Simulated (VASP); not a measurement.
**Geometry relaxation, with input and output: TiB2 (part 2 of 3)**

The same run, continued: TiB2 (P6/mmm, 3 atoms in the cell); Kohn-Sham DFT of a periodic cell, LDA, VASP PAW LDA potentials, recommended, no spin polarisation (VASP 6.6.1); cutoff 350 eV, 9×9×8 k-mesh, Gaussian smearing of 0.1 eV. The structure derives from an entry of the Crystallography Open Database.

Geometry of the input (Å; fractional positions):
```
3.0292  0.0000  0.0000
-1.5146  2.6234  0.0000
0.0000  0.0000  3.2284
Ti 0.0000  0.0000  0.0000
B  0.3333  0.6667  0.5000
B  0.6667  0.3333  0.5000
```

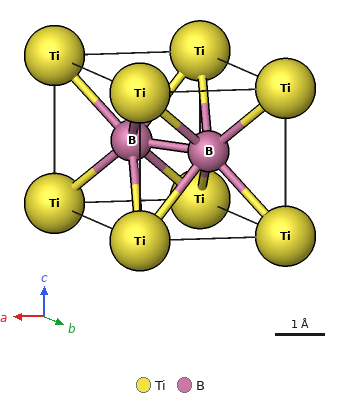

*The structure as given in the input (ball-and-stick view of the cell of the calculation, seen at an oblique angle).*

Parts of OUTCAR, continued:
```
   k-points           NKPTS =     60   k-points in BZ     NKDIM =     60   number of bands    NBANDS=     13
   number of dos      NEDOS =    301   number of ions     NIONS =      3
   total plane-waves  NPLWV =   6480
   dimension x,y,z NGX =    18 NGY =   18 NGZ =   20
   dimension x,y,z NGXF=    36 NGYF=   36 NGZF=   40
   ions per type =               1   2
   NGX,Y,Z   is equivalent  to a cutoff of   9.88,  9.88, 10.30 a.u.
   NGXF,Y,Z  is equivalent  to a cutoff of  19.76, 19.76, 20.60 a.u.
 SYSTEM =  TiB2
   PREC   = accura    normal or accurate (medium, high low for compatibility)
   ISTART =      0    job   : 0-new  1-cont  2-samecut
   ICHARG =      2    charge: 1-file 2-atom 10-const
   ISPIN  =      1    spin polarized calculation?
   LNONCOLLINEAR =      F non collinear calculations
   LSORBIT =      F    spin-orbit coupling
   LASPH  =      T    aspherical Exc in radial PAW
   ENCUT  =  350.0 eV  25.72 Ry    5.07 a.u.   4.62  4.62  4.92*2*pi/ulx,y,z
   NELM   =     60;   NELMIN=  2; NELMDL= -5     # of ELM steps
   EDIFF  = 0.1E-06   stopping-criterion for ELM
   LREAL  =      F    real-space projection
   EDIFFG = -.2E-02   stopping-criterion for IOM
   NSW    =     80    number of steps for IOM
   IBRION =      2    ionic relax: 0-MD 1-quasi-New 2-CG
   NFREE  =      1    steps in history (QN), initial steepest desc. (CG)
   ISIF   =      3    stress and relaxation
   ISYM   =      2    0-nonsym 1-usesym 2-fastsym
   POTIM  = 0.5000    time-step for ionic-motion
   TEBEG  =    0.0;   TEEND  =   0.0 temperature during run
   PSTRESS=    0.0 pullay stress
   NELECT =      18.0000    total number of electrons
   NUPDOWN=      -1.0000    fix difference up-down
   EMIN   =  10.00;   EMAX   =-10.00  energy-range for DOS
   EFERMI =   0.00;   METHOD = LEGACY
   ISMEAR =     0;   SIGMA  =   0.10  broadening in eV -4-tet -1-fermi 0-gaus
   EFERMI_NEDOS =   21; number of points for ismear=-14 and -15
   IALGO  =     38    algorithm
   IMIX   =      4    mixing-type and parameters
     AMIX     =   0.40;   BMIX     =  1.00
     AMIX_MAG =   1.60;   BMIX_MAG =  1.00
  volume/ion in A,a.u.               =       8.55        57.71
  Fermi-wavevector in a.u.,A,eV,Ry     =   1.454703  2.748990 28.792122  2.116161
  Thomas-Fermi vector in A             =   2.571823
   LORBIT       =      0    0 simple, 1 ext, 2 COOP (PROOUT), +10 PAW based schemes
   GGA     = CA    functional components
   LHFCALC =     F    Hartree Fock is set to
   AEXX    =    0.0000 exact exchange contribution
   IVDW    =     0    specifies the selected vdW correction
   LEPSILON=     F    determine dielectric tensor
   LRPA    =     F    only Hartree local field effects (RPA)
 conjugate gradient relaxation of ions
 non-spin polarized calculation
 Gauss-broadening in eV      SIGMA  =   0.10
  energy-cutoff  :      350.00
  volume of cell :       25.66
 maximum number of plane-waves:       394
   NGX =  9   NGY =  9   NGZ =  9

--------------------------------------- Ionic step        1  -------------------------------------------

 number of electron      18.0000015 magnetization

 Free energy of the ion-electron system (eV)
  ---------------------------------------------------
  ext. energy  EPLUGINS =         0.00000000
  ---------------------------------------------------
  free energy    TOTEN  =       -26.87205153 eV

  energy without entropy =      -26.86910763  energy(sigma->0) =      -26.87057958

 E-fermi :   9.8811     XC(G=0): -12.9531     alpha+bet :-19.6293

 val. band max:        9.8598446238   @ k =   0.1111   0.1111   0.2500
 cond. band min:       9.9509463866   @ k =   0.0000   0.0000   0.3750
 fundamental gap:      0.0911017628
 Fermi energy:         9.8811388408

 k-point     1 :       0.0000    0.0000    0.0000
  band No.  band energies     occupation
      1     -46.2966      2.00000
      2     -23.0593      2.00000
      3     -22.7292      2.00000
      4     -22.7292      2.00000
      5      -3.3517      2.00000
      6       7.3398      2.00000
      7       7.3398      2.00000
      8       7.6680      2.00000
      9       7.8145      2.00000
     10      11.8021      0.00000
     11      11.8021      0.00000
     12      13.5659      0.00000
     13      13.5659      0.00000

 k-point     2 :       0.1111    0.0000    0.0000
  band No.  band energies     occupation
      1     -46.2895      2.00000
      2     -23.0508      2.00000
      3     -22.7794      2.00000
      4     -22.7405      2.00000
      5      -3.1170      2.00000
      6       6.6997      2.00000
      7       7.3003      2.00000
      8       7.4802      2.00000
      9       7.9309      2.00000
     10      11.7337      0.00000
     11      12.2026      0.00000
     12      12.7991      0.00000
     13      12.9503      0.00000

 k-point     3 :       0.2222    0.0000    0.0000
  band No.  band energies     occupation
      1     -46.2720      2.00000
      2     -23.0295      2.00000
      3     -22.9051      2.00000
      4     -22.7693      2.00000
      5      -2.4367      2.00000
      6       5.1944      2.00000
      7       7.1286      2.00000
      8       7.1474      2.00000
      9       8.0976      2.00000
     10      11.5656      0.00000
     11      12.0577      0.00000
     12      12.4476      0.00000
     13      13.0326      0.00000

 k-point     4 :       0.3333    0.0000    0.0000
  band No.  band energies     occupation
      1     -46.2522      2.00000
      2     -23.0451      2.00000
      3     -23.0052      2.00000
      4     -22.8018      2.00000
      5      -1.3711      2.00000
      6       3.4092      2.00000
      7       6.8590      2.00000
      8       6.9087      2.00000
      9       7.9556      2.00000
     10      11.3825      0.00000
     11      12.2840      0.00000
     12      12.4528      0.00000
     13      13.4883      0.00000

 k-point     5 :       0.4444    0.0000    0.0000
  band No.  band energies     occupation
      1     -46.2394      2.00000
      2     -23.1352      2.00000
      3     -22.9895      2.00000
      4     -22.8229      2.00000
      5       0.0050      2.00000
      6       1.6395      2.00000
      7       6.7318      2.00000
      8       6.7336      2.00000
      9       7.7110      2.00000
     10      11.2671      0.00000
     11      12.6289      0.00000
     12      12.9932      0.00000
     13      13.3588      0.00000

 [... the levels of 18 k-points are left out ...]

 k-point    24 :       0.3333    0.3333    0.1250
  band No.  band energies     occupation
      1     -46.2280      2.00000
      2     -23.0160      2.00000
      3     -23.0160      2.00000
      4     -23.0047      2.00000
      5       1.7496      2.00000
      6       1.7496      2.00000
      7       2.8638      2.00000
      8       7.7883      2.00000
      9       7.7883      2.00000
     10      11.7333      0.00000
     11      11.7333      0.00000
     12      11.9828      0.00000
     13      16.4635      0.00000

 [... further k-points ...]

------------------------ aborting loop because EDIFF is reached ----------------------------------------

  FORCE on cell =-STRESS in cart. coord.  units (eV):
  Direction    XX          YY          ZZ          XY          YZ          ZX
  --------------------------------------------------------------------------------------
  -------------------------------------------------------------------------------------
  Total       -1.7011472     -1.7011472     -2.0378362      0.0000000     -0.0000000     -0.0000000
  in kB     -106.2376865   -106.2376862   -127.2641255      0.0000000     -0.0000000     -0.0000000
  external PRESSURE =    -113.2464994 kB  Pullay stress =       0.0000000 kB

 VOLUME and BASIS-vectors are now :
 -----------------------------------------------------------------------------
  energy-cutoff  :      350.00
  volume of cell :       25.66
      direct lattice vectors                 reciprocal lattice vectors
     3.029200000  0.000000000  0.000000000     0.330120164  0.190594966  0.000000000
    -1.514600000  2.623364150  0.000000000     0.000000000  0.381189931  0.000000000
     0.000000000  0.000000000  3.228400000     0.000000000  0.000000000  0.309750960

 POSITION                                       TOTAL-FORCE (eV/Angst)
 -----------------------------------------------------------------------------------
      0.00000      0.00000      0.00000         0.000000      0.000000      0.000000
     -0.00000      1.74891      1.61420        -0.000000      0.000000      0.000000
      1.51460      0.87445      1.61420         0.000000      0.000000      0.000000
 -----------------------------------------------------------------------------------
    total drift:                               -0.000000      0.000000      0.000000

  FREE ENERGIE OF THE ION-ELECTRON SYSTEM (eV)
  ---------------------------------------------------
  free  energy   TOTEN  =       -26.8720515287 eV

  energy  without entropy=      -26.8691076308  energy(sigma->0) =      -26.87057958

--------------------------------------- Ionic step        2  -------------------------------------------

 number of electron      17.9999989 magnetization

------------------------ aborting loop because EDIFF is reached ----------------------------------------

  FORCE on cell =-STRESS in cart. coord.  units (eV):
  Direction    XX          YY          ZZ          XY          YZ          ZX
  --------------------------------------------------------------------------------------
  -------------------------------------------------------------------------------------
  Total        2.2659598      2.2659598      1.5099485      0.0000000     -0.0000000      0.0000000
  in kB      154.6505198    154.6505194    103.0531607      0.0000000     -0.0000000      0.0000000
  external PRESSURE =     137.4513999 kB  Pullay stress =       0.0000000 kB

 VOLUME and BASIS-vectors are now :
 -----------------------------------------------------------------------------
  energy-cutoff  :      350.00
  volume of cell :       23.48
      direct lattice vectors                 reciprocal lattice vectors
     2.946333351  0.000000000 -0.000000000     0.339404908  0.195955515  0.000000000
    -1.473166676  2.551599528  0.000000000     0.000000000  0.391911030  0.000000000
     0.000000000 -0.000000000  3.122604655     0.000000000  0.000000000  0.320245471

 POSITION                                       TOTAL-FORCE (eV/Angst)
 -----------------------------------------------------------------------------------
      0.00000      0.00000     -0.00000        -0.000000     -0.000000      0.000000
     -0.00000      1.70107      1.56130        -0.000000     -0.000000     -0.000000
      1.47317      0.85053      1.56130         0.000000      0.000000      0.000000
 -----------------------------------------------------------------------------------
    total drift:                               -0.000000      0.000000      0.000000

  FREE ENERGIE OF THE ION-ELECTRON SYSTEM (eV)
  ---------------------------------------------------
  free  energy   TOTEN  =       -26.8697673228 eV

  energy  without entropy=      -26.8670423709  energy(sigma->0) =      -26.86840485

--------------------------------------- Ionic step        3  -------------------------------------------

 number of electron      18.0000008 magnetization

------------------------ aborting loop because EDIFF is reached ----------------------------------------

  FORCE on cell =-STRESS in cart. coord.  units (eV):
  Direction    XX          YY          ZZ          XY          YZ          ZX
  --------------------------------------------------------------------------------------
  -------------------------------------------------------------------------------------
  Total        0.1927846      0.1927846     -0.3584580      0.0000000      0.0000000      0.0000000
  in kB       12.5818209     12.5818209    -23.3942702      0.0000000      0.0000000      0.0000000
  external PRESSURE =       0.5897906 kB  Pullay stress =       0.0000000 kB

 VOLUME and BASIS-vectors are now :
 -----------------------------------------------------------------------------
  energy-cutoff  :      350.00
  volume of cell :       24.55
      direct lattice vectors                 reciprocal lattice vectors
     2.987773031  0.000000000 -0.000000000     0.334697445  0.193237660  0.000000000
    -1.493886516  2.587487343  0.000000000     0.000000000  0.386475320  0.000000000
     0.000000000 -0.000000000  3.175510442     0.000000000  0.000000000  0.314910002

 POSITION                                       TOTAL-FORCE (eV/Angst)
 -----------------------------------------------------------------------------------
     -1.49389      2.58749      3.17551        -0.000000     -0.000000      0.000000
     -0.00000      1.72499      1.58776         0.000000     -0.000000      0.000000
      1.49389      0.86250      1.58776        -0.000000      0.000000     -0.000000
 -----------------------------------------------------------------------------------
    total drift:                               -0.000000      0.000000      0.000000

  FREE ENERGIE OF THE ION-ELECTRON SYSTEM (eV)
  ---------------------------------------------------
  free  energy   TOTEN  =       -26.9131764201 eV

  energy  without entropy=      -26.9103403200  energy(sigma->0) =      -26.91175837

--------------------------------------- Ionic step        4  -------------------------------------------

 number of electron      18.0000007 magnetization

------------------------ aborting loop because EDIFF is reached ----------------------------------------

  FORCE on cell =-STRESS in cart. coord.  units (eV):
  Direction    XX          YY          ZZ          XY          YZ          ZX
  --------------------------------------------------------------------------------------
  -------------------------------------------------------------------------------------
  Total        0.2311168      0.2311168     -0.3243872      0.0000000      0.0000000      0.0000000
  in kB       15.0969217     15.0969217    -21.1894899      0.0000000      0.0000000      0.0000000
  external PRESSURE =       3.0014512 kB  Pullay stress =       0.0000000 kB

 VOLUME and BASIS-vectors are now :
 -----------------------------------------------------------------------------
  energy-cutoff  :      350.00
  volume of cell :       24.53
      direct lattice vectors                 reciprocal lattice vectors
     2.986944492  0.000000000 -0.000000000     0.334790286  0.193291262  0.000000000
    -1.493472246  2.586769806  0.000000000     0.000000000  0.386582524  0.000000000
     0.000000000 -0.000000000  3.174452650     0.000000000  0.000000000  0.315014937

 POSITION                                       TOTAL-FORCE (eV/Angst)
 -----------------------------------------------------------------------------------
      0.00000      0.00000     -0.00000         0.000000     -0.000000      0.000000
     -0.00000      1.72451      1.58723        -0.000000      0.000000      0.000000
      1.49347      0.86226      1.58723         0.000000     -0.000000     -0.000000
```
